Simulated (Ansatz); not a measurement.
**W12S (slab): density, localisation and related maps**

Input

```
crystal:
  lattice:
    - [5.7094426444, 0.0, 0.0]
    - [0.0, 5.7094426444, 0.0]
    - [0.0, 0.0, 19.4446428403]
  atoms:
    - { symbol: W, position: [0.25, 0.25, 0.2057121868] }
    - { symbol: W, position: [0.25, 0.75, 0.2057121868] }
    - { symbol: W, position: [0.75, 0.25, 0.2057121868] }
    - { symbol: W, position: [0.75, 0.75, 0.2057121868] }
    - { symbol: W, position: [0.0, 0.0, 0.3071173005] }
    - { symbol: W, position: [0.0, 0.5, 0.3071173005] }
    - { symbol: W, position: [0.5, 0.0, 0.3071173005] }
    - { symbol: W, position: [0.5, 0.5, 0.3071173005] }
    - { symbol: W, position: [0.25, 0.25, 0.408577463] }
    - { symbol: W, position: [0.25, 0.75, 0.408577463] }
    - { symbol: W, position: [0.75, 0.25, 0.408577463] }
    - { symbol: W, position: [0.75, 0.75, 0.408577463] }
    - { symbol: S, position: [0.3333333333, 0.5, 0.5023742842] }
basis:
  ecutwfc: 420
kpoints:
  mp_grid: { grid: [5, 5, 1] }
hamiltonian:
  xc: pbe
  pseudopotentials: { kind: paw, azcp: { folder: soft_1 } }
scf:
  occupations: { method: gaussian, width: 0.1 }
output:
  forces: true
  eigenvalues: true
  write_density: true
  write_potential: true
  elf: true
  volumetric_format: npy
relax:
  adjacent_minimum: "off"
  f_tol: 0.025
  max_steps: 16
  constraints:
    - { sites: [0, 1, 2, 3, 4, 5, 6, 7, 8, 9, 10, 11] }
    - { sites: [12], fix: xy }
efield:
  axis: 3
  dipole_correction: true
  ramp_width: 0.04
```

Run with:

```sh
ansatz run input.yaml --threads 4 --pin off --max-ram 12288MiB --backend cpu --events-out ev --progress --plain --runs-dir out
```

The fields are those of the run's last geometry, not of the input's.

A point of a scan over the structure, not its minimum; not relaxed (largest force 0.7 eV/Å); PAW files of the earlier set (soft_1).

All numbers below come from Ansatz 0.2.0, DFT PBE, scalar-relativistic, plane waves, PAW.

The density is the valence pseudo-density of a PAW calculation; it isn't the true density close to the nuclei.

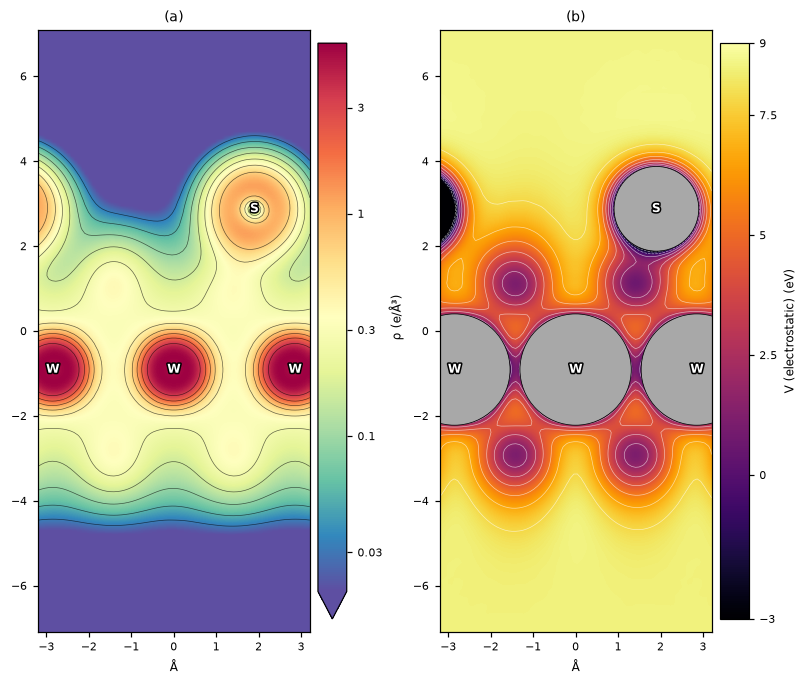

Figure 1. (a) valence electron density; (b) electrostatic potential (local pseudopotential plus Hartree) felt by an electron on the (010) plane of the calculation cell, a cut from vacuum to vacuum. Grey discs cover the atomic cores in the potential map.

Question: Describe what can be read from this map.

Answer:
- The section cuts through W and S sites.
- The density dies away to nearly zero in the vacuum.
- Outside the cores the potential energy rises away from the atoms and is highest in the vacuum; its zero is arbitrary.

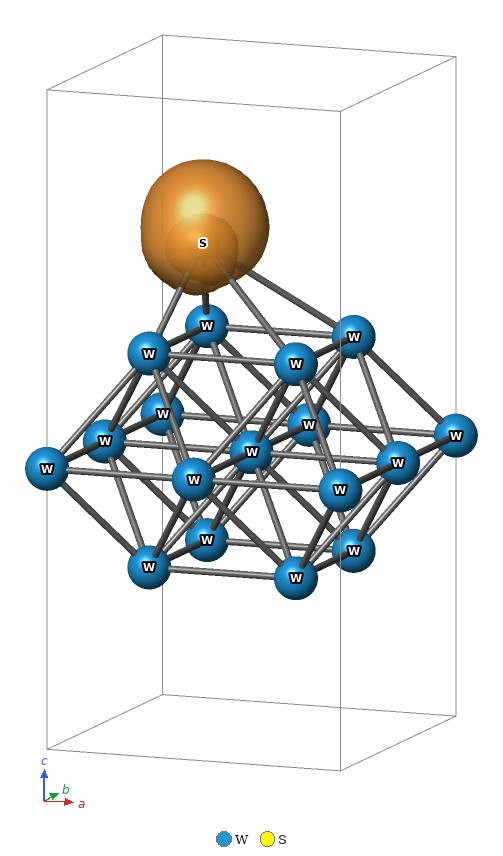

Figure 2. Isosurface of the electron localisation function at 0.75 (orange), seen slightly off an axis. Core shells and regions of very low density are left out. Sticks mark near contacts.

Question: Describe the localisation domains.

Answer: The ELF exceeds this value in one region wrapped around S (its valence shell), counted in one cell of 13 atoms. Counts are for one cell; the picture repeats the cell along the surface.


W–S (2.36 Å): the ELF peaks at about 0.85 in the valence shell of S, 0.8 Å from its nucleus, and is about 0.45 at the midpoint. W–W (2.82 Å): the ELF is about 0.40 at the midpoint.

Question: Metal or insulator at this level of theory?

Answer: It is gapless in this calculation (a metal or semimetal).
